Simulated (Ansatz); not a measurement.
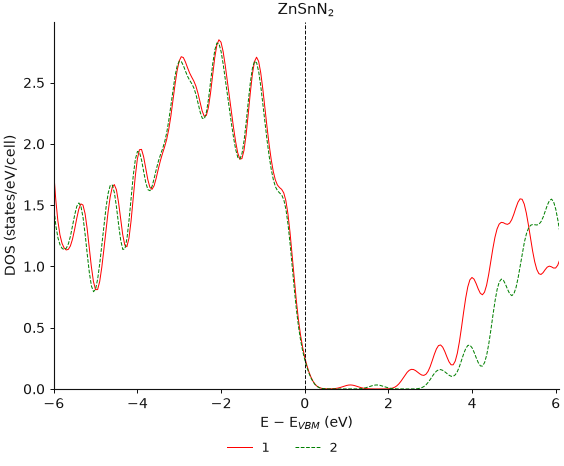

Total densities of states of ZnSnN2, space group P-4m2 (No. 115), 4 atoms in the cell, by two methods on the same cell. The curves are built from the levels of the k mesh with Gaussians 0.4 eV wide, which also blur the band edges. Each is counted from its own valence-band top.

### Which curve is which? The methods: PBE0, HSE06.

1 is HSE06; 2 is PBE0. HSE06 gives a gap of 1.09 eV and PBE0 gives a gap of 1.72 eV.

Settings. HSE06: DFT, HSE06, plane waves, PAW, no spin polarisation, 6×6×4 k mesh, 420 eV cutoff (Ansatz 0.2.0). PBE0: DFT, PBE0, plane waves, PAW, no spin polarisation, 6×6×4 k mesh, 420 eV cutoff (Ansatz 0.2.0).
